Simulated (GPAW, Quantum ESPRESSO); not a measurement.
## Cu K ELNES/XANES of CuI (Marshite, F-43m) from DFT

Do two independent programs agree on the Cu K edge of CuI (Marshite, F-43m)? The same cell and functional are run with XSpectra and with GPAW.

Main program and level: Quantum ESPRESSO 7.5; core-hole supercells, plane-wave PAW LDA (first program; GPAW 26.7.0 follows as the second).

The database entry behind the starting cell differs from later determinations by our own check (about 0.15 % long (mineral sample)), so it need not match the best structure at ambient conditions.

### Step 1. The structure

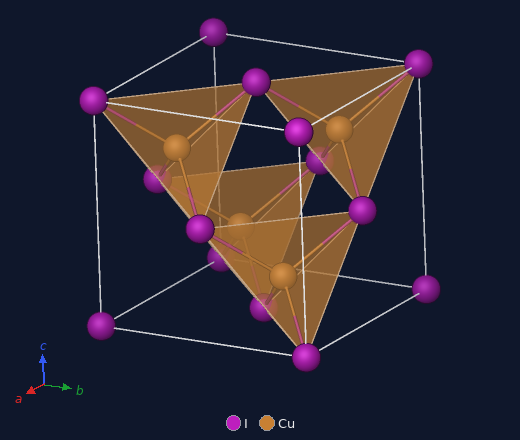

The starting structure, seen slightly off an axis (iodine pink, copper orange). This picture shows the conventional cell, with its axes. Bonds to atoms that aren't drawn are left out. Some periodic images of atoms are drawn too.

### Step 2. Ground state of the crystal (Quantum ESPRESSO)

The ground state comes first: it tells whether the system has a gap, which decides how the excited electron is treated.

The PAW data sets are made with ld1.x, with reconstruction data.

Input file scf.in:

```
&control
   calculation='scf', prefix='x', pseudo_dir='../pp', outdir='tmp', tprnfor=.true.
/
&system
   ibrav=0, nat=2, ntyp=2, nbnd=13
   ecutwfc=61, ecutrho=340
   occupations='smearing', smearing='mv', degauss=0.015
/
&electrons
   conv_thr=2.0e-08, electron_maxstep=120
   mixing_beta=0.5
/
ATOMIC_SPECIES
I 1.0 I.lda-n-kjpaw.UPF
Cu3 1.0 Cu.lda-dn-kjpaw.UPF
CELL_PARAMETERS angstrom
  0.00000000 3.03150000 3.03150000
  3.03150000 0.00000000 3.03150000
  3.03150000 3.03150000 0.00000000
ATOMIC_POSITIONS crystal
I    0.00000000 0.00000000 0.00000000
Cu3  0.75000000 0.75000000 0.75000000
K_POINTS automatic
8 8 8 0 0 0
```

The run is started by

```
$ OMP_NUM_THREADS=1 mpirun --oversubscribe --bind-to none -np 4 pw.x -nk 4 -in scf.in > scf.out
```

Output:

```text
     [... banner and references ...]
using ibrav=0 with symmetry is DISCOURAGED, use correct ibrav instead

     G-vector sticks info
     --------------------

     Using Slab Decomposition

     bravais-lattice index     =            0
     lattice parameter (alat)  =       8.1016  a.u.
     unit-cell volume          =     376.0099 (a.u.)^3
     number of atoms/cell      =            2
     number of atomic types    =            2
     number of electrons       =        18.00
     number of Kohn-Sham states=           13
     kinetic-energy cutoff     =      61.0000  Ry
     charge density cutoff     =     340.0000  Ry
     scf convergence threshold =      2.0E-08
     mixing beta               =       0.5000
     number of iterations used =            8  plain     mixing
     Exchange-correlation= SLA  PZ   NOGX NOGC
                           (   1   1   0   0   0   0   0)

     celldm(1)=   8.101612  celldm(2)=   0.000000  celldm(3)=   0.000000
     celldm(4)=   0.000000  celldm(5)=   0.000000  celldm(6)=   0.000000

     crystal axes: (cart. coord. in units of alat)
               a(1) = (   0.000000   0.707107   0.707107 )
               a(2) = (   0.707107   0.000000   0.707107 )
               a(3) = (   0.707107   0.707107   0.000000 )

     reciprocal axes: (cart. coord. in units 2 pi/alat)
               b(1) = ( -0.707107  0.707107  0.707107 )
               b(2) = (  0.707107 -0.707107  0.707107 )
               b(3) = (  0.707107  0.707107 -0.707107 )

     ../pp/I.lda-n-kjpaw.UPF
     Pseudo is Projector augmented-wave + core cor, Zval =  7.0
     Shape of augmentation charge: PSQ
     Using radial grid of 1247 points,  6 beta functions with:
                l(1) =   0
                l(2) =   0
                l(3) =   1
                l(4) =   1
                l(5) =   2
                l(6) =   2
     Q(r) pseudized with 0 coefficients

     PseudoPot. #2 for Cu:     Pseudo is Projector augmented-wave + core cor, Zval = 11.0

     atomic species   valence    mass     pseudopotential
     I                 7.00     1.00000     I ( 1.00)
     Cu3              11.00     1.00000     Cu( 1.00)

     24 Sym. Ops. (no inversion) found

   Cartesian axes

     site n.     atom                  positions (alat units)
         1        I      tau(   1) = (   0.0000000   0.0000000   0.0000000  )
         2        Cu3    tau(   2) = (   1.0606602   1.0606602   1.0606602  )

     number of k points=    29  Marzari-Vanderbilt smearing, width (Ry)=  0.0150
                       cart. coord. in units 2pi/alat
        k(    1) = (   0.0000000   0.0000000   0.0000000), wk =   0.0039062
        k(    2) = (   0.0883883   0.0883883  -0.0883883), wk =   0.0312500
        k(    3) = (   0.1767767   0.1767767  -0.1767767), wk =   0.0312500
        k(    4) = (   0.2651650   0.2651650  -0.2651650), wk =   0.0312500
        k(    5) = (  -0.3535534  -0.3535534   0.3535534), wk =   0.0156250
[...]
k(   27) = (   0.0000000  -0.3535534   0.5303301), wk =   0.0937500
        k(   28) = (  -0.7071068   0.1767767  -0.0000000), wk =   0.0468750
        k(   29) = (  -0.7071068   0.3535534   0.0000000), wk =   0.0234375

     Dense  grid:    39693 G-vectors     FFT dimensions: (  48,  48,  48)

     Smooth grid:    24213 G-vectors     FFT dimensions: (  45,  45,  45)

     Initial potential from superposition of free atoms

     starting charge      17.9998, renormalised to      18.0000
     Starting wfcs are   13 randomized atomic wfcs
     Checking if some PAW data can be deallocated...

     per-process dynamical memory:    61.2 Mb

     Self-consistent Calculation

     iteration #  1     ecut=    61.00 Ry     beta= 0.50
     Davidson diagonalization with overlap
     ethr =  1.00E-02,  avg # of iterations =  4.3

     Threshold (ethr) on eigenvalues was too large:
     Diagonalizing with lowered threshold

[...]
WARNING: integrated charge=    18.00003769, expected=    18.00000000

     total energy              =    -575.24905319 Ry
     estimated scf accuracy    <       0.00000004 Ry

     iteration #  7     ecut=    61.00 Ry     beta= 0.50
     Davidson diagonalization with overlap
     ethr =  2.48E-10,  avg # of iterations =  3.3

     End of self-consistent calculation

          k = 0.0000 0.0000 0.0000 (  2975 PWs)   bands (ev):

    -8.6528   1.7748   1.7748   1.7748   3.5268   3.5268   5.4231   5.4231
     5.4231   6.3409  10.2786  10.2787  10.2787

          k = 0.0884 0.0884-0.0884 (  3014 PWs)   bands (ev):

    -8.5808   1.4731   1.7813   1.7813   3.5209   3.5209   4.7660   5.3055
     5.3055   7.0773  10.1521  10.5006  10.5006

          k = 0.1768 0.1768-0.1768 (  3001 PWs)   bands (ev):

    -8.3966   0.7651   1.7938   1.7938   3.5187   3.5187   4.1113   5.0465
     5.0465   7.5393  10.7846  10.8414  10.8414

          k = 0.2652 0.2652-0.2652 (  3010 PWs)   bands (ev):

    -8.1947   0.0887   1.8014   1.8014   3.5396   3.5396   3.7299   4.8041
     4.8041   7.4891  10.8714  10.8714  12.1390

          k =-0.3536-0.3536 0.3536 (  3040 PWs)   bands (ev):

    -8.1049  -0.1842   1.8028   1.8028   3.5579   3.5579   3.6037   4.7033
     4.7033   7.4334  10.8188  10.8188  12.6748

          k = 0.1768 0.0000 0.0000 (  3006 PWs)   bands (ev):

[...]
k = 0.2652 0.0884-0.0884 (  3004 PWs)   bands (ev):

[...]
k = 0.3536 0.1768-0.1768 (  3006 PWs)   bands (ev):

[...]
k =-0.2652-0.4419 0.4419 (  3033 PWs)   bands (ev):

[...]
k =-0.1768-0.3536 0.3536 (  3029 PWs)   bands (ev):

[...]
k =-0.0884-0.2652 0.2652 (  3016 PWs)   bands (ev):

[...]
k = 0.0000-0.1768 0.1768 (  3012 PWs)   bands (ev):

[...]
k = 0.3536 0.0000 0.0000 (  3042 PWs)   bands (ev):

[...]
k = 0.4419 0.0884-0.0884 (  3027 PWs)   bands (ev):

[...]
k =-0.1768-0.5303 0.5303 (  3022 PWs)   bands (ev):

[...]
k = 0.0000-0.3536 0.3536 (  3042 PWs)   bands (ev):

[...]
k = 0.5303-0.0000 0.0000 (  3034 PWs)   bands (ev):

[...]
k = 0.0000-0.5303 0.5303 (  3032 PWs)   bands (ev):

[...]
k =-0.7071 0.0000 0.0000 (  3026 PWs)   bands (ev):

[...]
k = 0.3536 0.1768 0.0000 (  3017 PWs)   bands (ev):

[...]
k =-0.1768-0.3536 0.5303 (  3026 PWs)   bands (ev):

[...]
k =-0.1768-0.5303 0.7071 (  3032 PWs)   bands (ev):

[...]
k =-0.0884-0.4419 0.6187 (  3038 PWs)   bands (ev):

[...]
k = 0.0000-0.3536 0.5303 (  3044 PWs)   bands (ev):

    -7.9744   0.2916   0.9249   1.7202   3.4419   3.5087   3.7649   3.8110
     4.3075   9.2286  10.3439  11.0033  13.0832

          k =-0.7071 0.1768-0.0000 (  3024 PWs)   bands (ev):

    -7.9177   0.0026   1.3401   1.6338   3.4887   3.5028   3.6130   3.8344
     4.0469   8.7115   8.8551  13.1245  13.3031

          k =-0.7071 0.3536 0.0000 (  3028 PWs)   bands (ev):

    -7.9158   0.3004   0.8907   1.5869   3.4659   3.4767   3.6134   3.7843
     4.1340   9.8598   9.9910  11.3797  11.7253

     the Fermi energy is     6.0464 ev

     WARNING: integrated charge=    18.00003793, expected=    18.00000000

!    total energy              =    -575.24905324 Ry
     total all-electron energy =    -17526.249034 Ry
     estimated scf accuracy    <          1.7E-09 Ry
     smearing contrib. (-TS)   =       0.00000042 Ry
     internal energy E=F+TS    =    -575.24905366 Ry

     The total energy is F=E-TS. E is the sum of the following terms:
     one-electron contribution =     -68.89252446 Ry
     hartree contribution      =      52.28193294 Ry
     xc contribution           =     -59.72161786 Ry
     ewald contribution        =     -78.80705429 Ry
     one-center paw contrib.   =    -420.10978999 Ry

     convergence has been achieved in   7 iterations

     Forces acting on atoms (cartesian axes, Ry/au):

     atom    1 type  1   force =    -0.00000000   -0.00000000    0.00000000
     atom    2 type  2   force =     0.00000000    0.00000000   -0.00000000

     Total force =     0.000000     Total SCF correction =     0.000000

     XML data file, charge density, pseudopotentials, collected wavefunctions

=------------------------------------------------------------------------------=
   JOB DONE.
=------------------------------------------------------------------------------=
```

Wall time 8.2 s (4 MPI ranks of Arm Neoverse V1, shared host); peak memory 0.1 GiB; 32 s of CPU time.

Absorbing atoms carry a label of their own (element plus a letter or digit), as the spectrum program needs them as separate species.

The mesh shows a gap of 0.92 eV, so the hole is first treated in a charged cell, without the excited electron.

### Step 3. Spectrum without a core hole, Cu atom 2 (Quantum ESPRESSO)

This cheap baseline ignores the attraction of the hole: it shows the absorber's empty states as they are in the ground state.

The absorber has 4 I at 2.63 Å (tetrahedral, site symmetry -43m).

Input file xspectra.in:

```
&input_xspectra
   calculation='xanes_dipole', edge='K'
   prefix='x', outdir='tmp', xiabs=2, xe0=5.882
   xonly_plot=.false., x_save_file='xanes.sav'
   xniter=3000, xcheck_conv=20, xerror=0.005
   xcoordcrys=.false., xepsilon(1)=1, xepsilon(2)=0, xepsilon(3)=0
/
&plot
   xnepoint=413, xemin=-10, xemax=45, terminator=.true., cut_occ_states=.true.
   xgamma=0.4
/
&pseudos
   filecore='../Cu.wfc'
/
&cut_occ
   cut_desmooth=0.1, cut_stepl=0.05, cut_stepu=0.05, cut_ierror=1e-5
/
5 5 5 0 0 0
```

The run is started by

```
$ OMP_NUM_THREADS=1 mpirun --oversubscribe --bind-to none -np 4 xspectra.x -nk 4 -in xspectra.in > xspectra.out
```

Output:

```text
     [... banner and references ...]
Reading input_file

     calculation: xanes_dipole

     xepsilon  [cartesian coordinates]:   1.000000   0.000000   0.000000

     xonly_plot: FALSE
        => complete calculation: Lanczos + spectrum plot

     filecore (core-wavefunction file): ../Cu.wfc

     main plot parameters:
        cut_occ_states: TRUE
        gamma_mode:  constant
        -> using xgamma [eV]:  0.40
        xemin [eV]: -10.00
        xemax [eV]:  45.00
        xnepoint:  413
        xe0 [eV]:   5.882000 (energy zero read in input file)

[...]
Results of STEP 1 successfully written in x_save_file
     x_save_file name:
     ->  xanes.sav
     x_save_file version:  2

     ... End STEP 1 ...

     ... Begin STEP 2 ...

     The spectrum is calculated using the following parameters:
        xe0 [eV]:    5.8820
        the occupied states are elimintate from the spectrum
        xemin [eV]: -10.00
        xemax [eV]:  45.00
        xnepoint:  413
        constant broadening parameter [eV]:    0.400
        Core level energy [eV]:  -8979.
         (from electron binding energy of neutral atoms in X-ray data booklet)

     Cross-section successfully written in xanes.dat

     ... End STEP 2 ...

                                END JOB XSpectra
```

Elapsed: 28 s, on 4 MPI ranks; peak memory 0.08 GiB.

The core hole lives too briefly for so narrow a line (tabulated full width 1.6 eV). The run keeps xgamma small, and the tables are broadened afterwards: Lorentzian half width 0.78 eV up to 4 eV, rising linearly to 1.75 eV at 25 eV (not a setting of the program: the run's 0.4 eV curve was folded afterwards with a further Lorentzian).

The Cu K spectrum, Cu atom 2, no core hole (energy from the lowest empty level; intensity scaled to a mean of 1 over the first 20 eV; folded afterwards to Lorentzian half width 0.78 eV up to 4 eV, rising linearly to 1.75 eV at 25 eV; the points at xe0, where the cut of filled states can leave a spike, are interpolated):

| E (eV) | intensity |
| --- | --- |
| -2.0 | 0.08 |
| -0.5 | 0.12 |
| 1.0 | 0.24 |
| 2.5 | 0.54 |
| 4.0 | 1.12 |
| 5.5 | 1.17 |
| 7.0 | 0.99 |
| 8.5 | 1.19 |
| 10.0 | 1.04 |
| 11.5 | 1.22 |
| 13.0 | 1.35 |
| 14.5 | 1.05 |
| 16.0 | 0.95 |
| 17.5 | 1.18 |
| 19.0 | 1.05 |
| 20.5 | 0.96 |
| 22.0 | 1.01 |
| 23.5 | 1.24 |
| 25.0 | 1.08 |
| 26.5 | 0.98 |
| 28.0 | 1.10 |
| 29.5 | 1.38 |
| 31.0 | 1.43 |

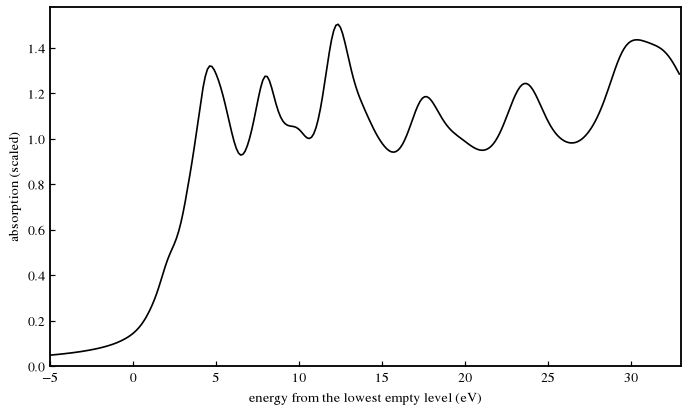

The Cu K edge, Cu atom 2, no core hole: main maxima at 4.6, 8.0 and 12.4 eV.

Main maxima below 30 eV (height): 4.6 eV (1.32), 8.0 eV (1.28), 12.4 eV (1.50), 17.7 eV (1.19) and 23.7 eV (1.24). A K edge sees empty p states on the absorber.

### Step 4. Reference energy of the supercell (Quantum ESPRESSO)

The photon energy needs a difference of total energies, so the cell and mesh of the coming hole run are first run without a hole.

Input file scf.in:

```
&control
   calculation='scf', prefix='x', pseudo_dir='../pp', outdir='tmp', tprnfor=.true.
/
&system
   ibrav=0, nat=8, ntyp=2, nbnd=40
   ecutwfc=61, ecutrho=340
   occupations='fixed'
/
&electrons
   conv_thr=8.0e-08, electron_maxstep=120
   mixing_beta=0.5
/
ATOMIC_SPECIES
I 1.0 I.lda-n-kjpaw.UPF
Cu 1.0 Cu.lda-dn-kjpaw.UPF
CELL_PARAMETERS angstrom
  0.00000000 0.00000000 6.06300000
  6.06300000 0.00000000 0.00000000
  0.00000000 6.06300000 0.00000000
ATOMIC_POSITIONS crystal
I    0.00000000 0.00000000 0.00000000
I    0.00000000 0.50000000 0.50000000
I    0.50000000 0.50000000 0.00000000
I    0.50000000 0.00000000 0.50000000
Cu   0.75000000 0.75000000 0.75000000
Cu   0.75000000 0.25000000 0.25000000
Cu   0.25000000 0.25000000 0.75000000
Cu   0.25000000 0.75000000 0.25000000
K_POINTS automatic
3 3 3 0 0 0
```

The run is started by

```
$ OMP_NUM_THREADS=1 mpirun --oversubscribe --bind-to none -np 4 pw.x -nk 4 -in scf.in > scf.out
```

Output:

```text
     [... banner and references ...]
[banner, memory and clock lines left out]
Found identity + (  0.0000 -0.5000 -0.5000) symmetry
     This is a supercell, fractional translations are disabled
     using ibrav=0 with symmetry is DISCOURAGED, use correct ibrav instead

     G-vector sticks info

     bravais-lattice index     =            0
     lattice parameter (alat)  =      11.4574  a.u.
     unit-cell volume          =    1504.0397 (a.u.)^3
     number of atoms/cell      =            8
[...]
atom    2 type  1   force =     0.00000000    0.00000000    0.00000000
     atom    3 type  1   force =     0.00000000    0.00000000    0.00000000
[...]
atom    7 type  2   force =     0.00001102   -0.00001102    0.00001102
     atom    8 type  2   force =    -0.00001102    0.00001102    0.00001102

     Total force =     0.000038     Total SCF correction =     0.000053
     SCF correction compared to forces is large: reduce conv_thr to get better values

     XML data file, charge density, pseudopotentials, collected wavefunctions
[key lines of the parts left out:]
!    total energy              =   -2300.99523312 Ry
convergence has been achieved in   8 iterations
```

Elapsed: 18 s, on 4 MPI ranks; peak memory 0.28 GiB; 73 s of CPU time.

Reference energy: -953827.051 eV with the cores included.

### Step 5. The atom with a core hole (Quantum ESPRESSO)

The frozen core must hold the hole, so the absorber gets a data set of its own.

Input file Cu.lda-dn-kjpaw-1sch.ld1.in:

```
&input
   title='Cu', zed=29., rel=1, iswitch=3, dft='PZ',
   config='1s1 2s2 2p6 3s2 3p6 4s2 4p0 3d10'
/
&inputp
   file_pseudopw='Cu.lda-dn-kjpaw-1sch.UPF', author='',
   lpaw=.true.,
   pseudotype=3,
   lloc=-1,
   rcloc=1.9,
   which_augfun='PSQ',
   rmatch_augfun_nc=.true.,
   nlcc=.true.,
   new_core_ps=.true.,
   rcore=1.0,
   tm=.true.,
   zval=12,
   lgipaw_reconstruction=.true., use_paw_as_gipaw=.true.
/
6
4S  1  0  2.00  0.00  1.17  2.10  0.0
4S  1  0  0.00  6.10  1.17  2.10  0.0
4P  2  1  0.00  0.00  1.17  2.10  0.0
4P  2  1  0.00  6.30  1.17  2.10  0.0
3D  3  2  10.00  0.00  1.17  1.80  0.0
3D  3  2  0.00  -0.20  1.17  1.80  0.0
```

The run is started by

```
$ ld1.x < Cu.lda-dn-kjpaw-1sch.ld1.in > Cu.lda-dn-kjpaw-1sch.ld1.out
```

Output:

```text
     [... banner and references ...]
PAW data will be used for GIPAW calculation
     --------------------------- All-electron run ----------------------------

     Cu
     scalar relativistic calculation

     atomic number is 29.00
     dft =PZ   lsd =0 sic =0 latt =0  beta=0.20 tr2=1.0E-14
     Exchange-correlation= PZ
                           (   1   1   0   0   0   0   0)
     mesh =1199 r(mesh) = 100.25372 a.u. xmin = -7.00 dx = 0.01250
     1 Ry =  13.60569312 eV, c = 137.03599908

     n l     nl                  e(Ry)          e(Ha)          e(eV)
     1 0     1S 1( 1.00)      -673.7219      -336.8609     -9166.4529
     2 0     2S 1( 2.00)       -83.0473       -41.5236     -1129.9159
     2 1     2P 1( 6.00)       -73.5362       -36.7681     -1000.5110
[...]
3 2     3D 1(10.00)        -0.7898        -0.3949       -10.7453

     final scf error:  3.6E-15 reached in  23 iterations

     Etot =   -2643.535718 Ry,   -1321.767859 Ha,  -35967.135736 eV

     Ekin =    2675.040961 Ry,    1337.520480 Ha,   36395.786403 eV
     Encl =   -6539.748393 Ry,   -3269.874196 Ha,  -88977.809733 eV
     Eh   =    1335.868962 Ry,     667.934481 Ha,   18175.423154 eV
     Exc  =    -114.697248 Ry,     -57.348624 Ha,   -1560.535560 eV

     normalization and overlap integrals

     s(1S/1S) =  1.000000  <r> =   0.0517  <r2> =    0.0036  r(max) =   0.0341
     s(1S/2S) = -0.004157
     s(1S/3S) = -0.001547
     s(1S/4S) = -0.000367
     s(2S/2S) =  1.000000  <r> =   0.2298  <r2> =    0.0623  r(max) =   0.1935
[...]
s(2P/2P) =  1.000000  <r> =   0.1991  <r2> =    0.0486  r(max) =   0.1526
     s(2P/3P) = -0.000741
     s(2P/4P) = -0.000107
     s(3S/3S) =  1.000000  <r> =   0.6915  <r2> =    0.5532  r(max) =   0.5961
[...]
Encl =   -6539.748393 Ry,   -3269.874196 Ha,  -88977.809733 eV
     Eh   =    1335.868962 Ry,     667.934481 Ha,   18175.423154 eV
     Exc  =    -114.697248 Ry,     -57.348624 Ha,   -1560.535560 eV

     normalization and overlap integrals

[...]
s(2S/4S) = -0.000212
     s(2P/2P) =  1.000000  <r> =   0.1991  <r2> =    0.0486  r(max) =   0.1526
     s(2P/3P) = -0.000741
     s(2P/4P) = -0.000107
     s(3S/3S) =  1.000000  <r> =   0.6915  <r2> =    0.5532  r(max) =   0.5961
     s(3S/4S) = -0.000124
     s(3P/3P) =  1.000000  <r> =   0.7159  <r2> =    0.6064  r(max) =   0.5961
     s(3P/4P) = -0.000066
     s(4S/4S) =  1.000000  <r> =   2.6699  <r2> =    8.3652  r(max) =   2.1069
     s(4P/4P) =  1.000000  <r> =   4.1268  <r2> =   20.8534  r(max) =   3.0274
     s(3D/3D) =  1.000000  <r> =   0.9068  <r2> =    1.1188  r(max) =   0.5600

     ------------------------ End of All-electron run ------------------------

     ---------------------- Testing the pseudopotential ----------------------

     Cu
     scalar relativistic calculation

     atomic number is 29.00   valence charge is 12.00
     dft = SLA  PZ   NOGX NOGC   lsd =0 sic =0 latt =0  beta=0.20 tr2=1.0E-14
     mesh =1199 r(mesh) = 100.25372 xmin = -7.00 dx = 0.01250

     n l     nl             e AE (Ry)        e PS (Ry)    De AE-PS (Ry)
     1 0     4S   1( 2.00)       -0.44770       -0.44770        0.00000
     2 1     4P   1( 0.00)       -0.09469       -0.09469        0.00000
     3 2     3D   1(10.00)       -0.78977       -0.78977        0.00001

     eps = 8.1E-15  iter =  4

     Etot =   -2643.535718 Ry,   -1321.767859 Ha,  -35967.135736 eV
     Etotps =  -215.925849 Ry,    -107.962925 Ha,   -2937.820843 eV

     Ekin =     228.621191 Ry,     114.310595 Ha,    3110.549765 eV
     Encl =    -453.165261 Ry,    -226.582630 Ha,   -6165.627470 eV
     Ehrt =     123.315460 Ry,      61.657730 Ha,    1677.792311 eV
     Ecxc =    -114.697240 Ry,     -57.348620 Ha,   -1560.535448 eV
     (Ecc =     -19.984111 Ry,      -9.992055 Ha,    -271.897679 eV)

     ---------------------- End of pseudopotential test ----------------------
```

The job ended after 0.73 s (1 MPI rank; peak memory 0.13 GiB).

Removing the core electron and adding it to the valence shell costs the free atom 8992.5 eV.

[end of part 1 of 4]

[Banner, clock and machine lines of the logs are left out without a mark of their own.]

[Logs are printed without paths, hosts, clocks, repeated set-up lines and the standing remarks that a program may print on its own settings, such as how far it seeks lower states.]

[Hosts, paths, dates, database ids (printed as entryN), source tags and the programs' standing remarks are cut or masked in the printed files.]

[Lists of maxima count a maximum above −3 eV only where it reaches 4 % of the highest in the window and stands out from its surroundings by 2 % of it (1.5 % where it reaches 55 %); shoulders and weaker maxima are passed over, and of the rest the first, up to two pre-edge ones and the few strongest are named.]
